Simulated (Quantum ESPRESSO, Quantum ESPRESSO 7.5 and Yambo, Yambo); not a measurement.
## A GW chain in Yambo: Sb (buckled honeycomb monolayer)

How does a plane-wave GW calculation on Sb (buckled honeycomb monolayer) run from the first input to the gap?

Program: Quantum ESPRESSO 7.5 and Yambo 5.3.0. Level of theory: PBE and many-body steps on it, plane waves. Results are calculated unless marked as measured.

**Experimental background.**

- Gap 2.21 eV: optical gap from PL emission peak; photoluminescence, 355 nm excitation; monolayer (antimonene on antimony oxide after hydrogen reduction) (“Ultrathin high-κ antimony oxide single crystals”, 2020, pmc:7237679).

Report form: the programs' logs are mostly left out.

## (1) The starting structure

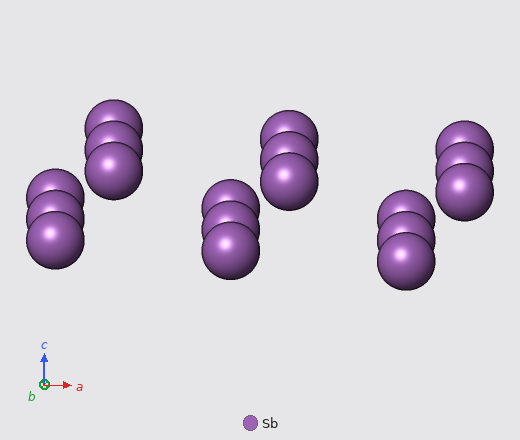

The cell as given, nearly edge on (antimony purple). 3×3×1 cells are drawn.

The cell holds 2 atoms: 2 Sb. Cell: a = 4.127 Å, b = 4.127 Å, c = 14.000 Å, α = 90.0°, β = 90.0°, γ = 120.0°. Vacuum lies along c.

The structure was relaxed with PBE. The runs that relaxed it are not among those shown. Spin-orbit coupling is left out unless a step names it.

## (2) Ground state

This step: Quantum ESPRESSO 7.5; DFT, PBE, plane waves, norm-conserving pseudopotentials.

The ground-state density comes first.

File pw.in:

```
&control
  calculation = 'scf'
  prefix = 'x'
  outdir = 'o'
  pseudo_dir = 'pseudo'
/
&system
  ibrav = 0
  nat = 2
  ntyp = 1
  ecutwfc = 88.0
  nbnd = 28
  force_symmorphic = .true.
/
&electrons
  conv_thr = 1e-10
  electron_maxstep = 80
  mixing_beta = 0.5
/
ATOMIC_SPECIES
  Sb 121.76 Sb.upf
CELL_PARAMETERS angstrom
  4.1272254436 0.0000000001 0.0000000000
  -2.0636127219 3.5742820813 0.0000000000
  0.0000000000 0.0000000000 14.0000000000
ATOMIC_POSITIONS crystal
  Sb 0.3333333333 0.6666666667 0.4415848827
  Sb 0.6666666667 0.3333333333 0.5584151173
K_POINTS automatic
  9 9 1 0 0 0
```

The run is started by

```console
> OMP_NUM_THREADS=1 mpirun -n 4 pw.x -nk 4 -in pw.in > pw.out
```

The job ended after 21 s (4 MPI ranks of Arm Neoverse V2, shared host; peak memory 0.73 GiB).

Numbers from this step:

| Property | Result |
| --- | --- |
| total energy | -13766.5216 eV |
| gap | 1.314 eV |
| k of the valence top | 0, 0, 0 |
| k of the conduction bottom | 0, 0.3333, 0 |
| least direct gap | 1.578 eV |

The gap is indirect, with the least direct gap 0.26 eV higher.

## (3) Bands along the symmetry lines

Levels along a band path, at the cheap level, show where the edges lie and whether the meshes to come will hold them.

File pw.in:

```
&control
  calculation = 'bands'
  prefix = 'x'
  outdir = 'o'
  pseudo_dir = 'pseudo'
/
&system
  ibrav = 0
  nat = 2
  ntyp = 1
  ecutwfc = 88.0
  nbnd = 29
  force_symmorphic = .true.
/
&electrons
  conv_thr = 1e-9
  electron_maxstep = 80
  diago_full_acc = .true.
  diago_thr_init = 5e-6
/
ATOMIC_SPECIES
  Sb 121.76 Sb.upf
CELL_PARAMETERS angstrom
  4.1272254436 0.0000000001 0.0000000000
  -2.0636127219 3.5742820813 0.0000000000
  0.0000000000 0.0000000000 14.0000000000
ATOMIC_POSITIONS crystal
  Sb 0.3333333333 0.6666666667 0.4415848827
  Sb 0.6666666667 0.3333333333 0.5584151173
K_POINTS crystal
  25
  0.00000000 0.00000000 0.00000000 1
  0.06250000 0.00000000 0.00000000 1
  0.12500000 0.00000000 0.00000000 1
  0.18750000 0.00000000 0.00000000 1
  0.25000000 0.00000000 0.00000000 1
  0.31250000 0.00000000 0.00000000 1
  0.37500000 0.00000000 0.00000000 1
  0.43750000 0.00000000 0.00000000 1
  0.50000000 0.00000000 0.00000000 1
  0.47916667 0.04166667 0.00000000 1
  0.45833333 0.08333333 0.00000000 1
  0.43750000 0.12500000 0.00000000 1
  0.41666666 0.16666666 0.00000000 1
  0.39583333 0.20833333 0.00000000 1
  0.37500000 0.25000000 0.00000000 1
  0.35416666 0.29166666 0.00000000 1
  0.33333333 0.33333333 0.00000000 1
  0.29166666 0.29166666 0.00000000 1
  0.25000000 0.25000000 0.00000000 1
  0.20833333 0.20833333 0.00000000 1
  0.16666666 0.16666666 0.00000000 1
  0.12500000 0.12500000 0.00000000 1
  0.08333333 0.08333333 0.00000000 1
  0.04166667 0.04166667 0.00000000 1
  0.00000000 0.00000000 0.00000000 1
```

It took 12 s on 4 MPI ranks; peak memory 0.56 GiB.

This step gave:

| Item | Value |
| --- | --- |
| gap | 1.297 eV |
| k of the valence top | 0, 0, 0 |
| k of the conduction bottom | 0.3125, 0, 0 |
| least direct gap | 1.578 eV |

The gap is 1.297 eV, −0.017 eV from the run before at this level.

Electronic bands along the path, in eV, zero at the top of the highest filled band:

```csv
point,band 20,band 21,band 22,band 23,band 24,band 25,band 26,band 27
Γ,-6.29,-0.57,0.00,0.00,1.58,2.79,2.79,4.42
M,-7.75,-2.91,-1.53,-1.44,1.66,2.48,3.56,5.12
K,-8.44,-3.47,-1.77,-1.77,1.55,3.60,3.60,6.64
Γ,-6.29,-0.57,0.00,0.00,1.58,2.79,2.79,4.42
```

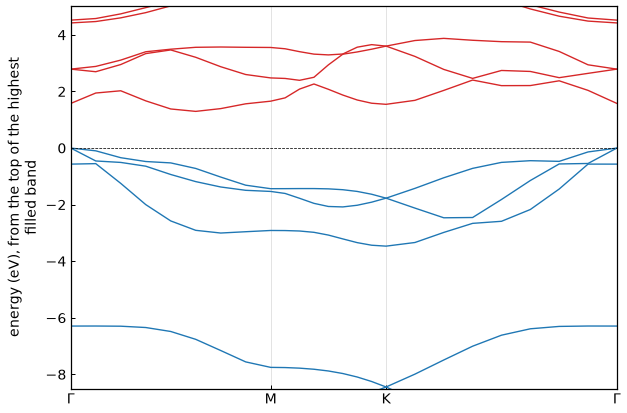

Electronic bands along the path; lines of filled and empty bands in two colours.

## (4) Empty states on the mesh, 6×6×1 mesh, 164 bands

The sums over transitions need many empty states on a uniform mesh; this step solves for them.

File pw.in:

```
&control
  calculation = 'nscf'
  prefix = 'x'
  outdir = 'o'
  pseudo_dir = 'pseudo'
/
&system
  ibrav = 0
  nat = 2
  ntyp = 1
  ecutwfc = 88.0
  nbnd = 164
  force_symmorphic = .true.
/
&electrons
  conv_thr = 1e-9
  electron_maxstep = 80
  diago_full_acc = .true.
  diago_thr_init = 5e-6
/
ATOMIC_SPECIES
  Sb 121.76 Sb.upf
CELL_PARAMETERS angstrom
  4.1272254436 0.0000000001 0.0000000000
  -2.0636127219 3.5742820813 0.0000000000
  0.0000000000 0.0000000000 14.0000000000
ATOMIC_POSITIONS crystal
  Sb 0.3333333333 0.6666666667 0.4415848827
  Sb 0.6666666667 0.3333333333 0.5584151173
K_POINTS automatic
  6 6 1 0 0 0
```

Elapsed: 52 s, on 4 MPI ranks; peak memory 1.4 GiB.

Numbers from this step:

```
gap                                                           : 1.314 eV
k of the valence top                                          : 0, 0, 0
k of the conduction bottom                                    : 0, 0.3333, 0
least direct gap                                              : 1.578 eV
k points computed                                             : 7
lowest point of the top converged band, above the valence top : 44.72 eV
```

On this mesh the gap is 1.314 eV.

## (5) Conversion and set-up

This step: Yambo 5.3.0; conversion and set-up on PBE, plane waves, norm-conserving pseudopotentials.

The states are converted to the many-body program's format and the q mesh is built.

The run is started by

```console
> (cd o/x.save; p2y > p2y.log; mv SAVE ../..); yambo > setup.log
```

Run time: 2.3 s. Hardware: 1 MPI rank; peak memory 0.26 GiB.

## (6) Screening and self-energy, 6×6×1 mesh, 164 bands, screening to 142.9 eV

Now the one-shot GW correction: screening in the RPA, then the self-energy of the levels asked for.

This step: G0W0 on PBE, plane waves, norm-conserving pseudopotentials.

File gw1.in:

```
HF_and_locXC
gw0
dyson
ppa
em1d
rim_cut
rim_w
RandQpts= 3000000
RandGvec= 100 RL
CUTGeo= "slab z"
RandGvecW= 9 RL
EXXRLvcs= 88 Ry
VXCRLvcs= 352 Ry
Chimod= "HARTREE"
% BndsRnXp
 1 | 164 |
%
NGsBlkXp= 10.5 Ry
% LongDrXp
 1 | 1 | 0 |
%
% GbndRnge
 1 | 164 |
%
DysSolver= "n"
ExtendOut
PPAPntXp= 27.21138 eV
% QPkrange
 1 | 7 | 21 | 26 |
%
```

The run is started by

```console
> OMP_NUM_THREADS=1 mpirun -n 4 yambo -F gw1.in -J gw1 -C gw1 > gw1.log
```

Wall time 23 min (4 MPI ranks); peak memory 4.1 GiB; 1.6 h of CPU time.

Numbers from this step:

| Quantity | Value |
| --- | --- |
| G0W0 gap on the mesh | 2.133 eV |
| starting gap on the mesh | 1.314 eV |
| k of the valence top | 0, 0, 0 |
| k of the conduction bottom | 0, 0.3333, 0 |
| least direct G0W0 gap on the computed points | 2.621 eV |
| Z at the valence top | 0.7343 |
| Z at the conduction bottom | 0.7396 |

The gap on the mesh goes from 1.31 eV to 2.13 eV, a correction of +0.82 eV.

Limits: finite bands, cutoff and mesh; no spin-orbit coupling. v1 is the top filled band, c1 the lowest empty one. The levels before and after the correction (eV, zero at the valence-band top of each column):

```csv
,conduction bottom,valence top
Kohn-Sham,1.31,0.00
G0W0,2.13,0.00
```

```csv
,level,energy (eV)
Kohn-Sham,Γ v3,-0.568
Kohn-Sham,Γ v2-v1,0.000
Kohn-Sham,Γ c1,1.578
Kohn-Sham,Γ c2-c3,2.790
Kohn-Sham,(0 0.333 0) v3,-2.962
Kohn-Sham,(0 0.333 0) v2,-1.257
Kohn-Sham,(0 0.333 0) v1,-0.815
Kohn-Sham,(0 0.333 0) c1,1.314
Kohn-Sham,(0 0.333 0) c2,3.097
Kohn-Sham,(0 0.333 0) c3,3.569
G0W0,Γ v3,-0.865
G0W0,Γ v2-v1,0.000
G0W0,Γ c1,2.621
G0W0,Γ c2-c3,3.841
G0W0,(0 0.333 0) v3,-3.252
G0W0,(0 0.333 0) v2,-1.366
G0W0,(0 0.333 0) v1,-0.992
G0W0,(0 0.333 0) c1,2.133
G0W0,(0 0.333 0) c2,3.988
G0W0,(0 0.333 0) c3,4.643
```

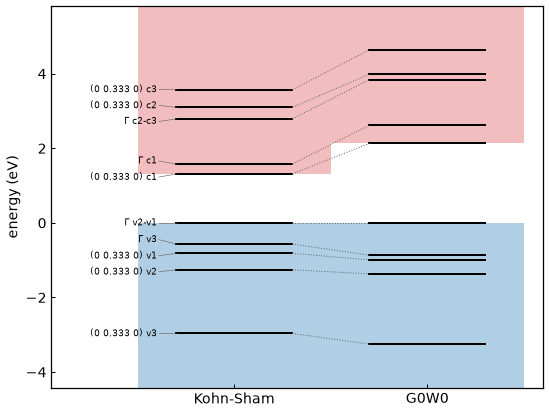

Levels before and after the correction. Shaded: valence and conduction bands.

## (7) Where the time went

Times are wall times on the hardware named with each run, good to a factor of about two.

```csv
step,time,share,memory (GiB)
ground state,21 s,1 %,0.73
bands along the symmetry lines,12 s,1 %,0.56
empty states on the mesh,52 s,4 %,1.4
conversion and set-up,2.3 s,0 %,0.26
screening and self-energy,23 min,94 %,4.1
```

## (8) What came out

```yaml
pbe_gap: 1.30 eV, indirect
g0w0_gap_on_the_mesh: 2.13 eV
gw_settings: 6×6×1 mesh, 164 bands, screening to 142.9 eV, Godby-Needs plasmon pole
known_limits: not at the basis limit; no spin-orbit coupling
```

What this shows: G0W0 moves the gap on the mesh from 1.31 eV to 2.13 eV (+0.82 eV), with Z of 0.73 and 0.74 at the edges. The dearest step here is «screening and self-energy». Against experiment, by G0W0@PBE: the direct gap of 2.62 eV lies +0.41 eV from the measured 2.21 eV (exciton, 2020). An exciton line or allowed optical edge lies below the quasiparticle gap by the binding energy; a forbidden edge can push the onset above it. The computed sheet is free-standing; a substrate or cover screens it further and lowers both gap and binding, while the exciton line moves little. The calculation has static nuclei and no excitons; a measured gap holds zero-point and thermal motion, which mostly lowers it. Bands and cutoff are finite, so the gap is not at the basis limit. The miss can reach some tenths of an eV and take either sign; the mesh is an error of its own. The many-body steps are scalar-relativistic: spin-orbit coupling is not in them.

[Paths, hosts, dates, memory and timing lines, banners, echoed tables and standing remarks are left out of the program output.]

[Logs are printed without paths, hosts, clocks, repeated set-up lines and the standing remarks that a program may print on its own settings, such as how far it seeks lower states.]

[Runs of the session that timed out or met a known fault of the program may be left out.]

[Hosts, paths, dates, database ids (printed as entryN), source tags and the programs' standing remarks are cut or masked in the printed files.]
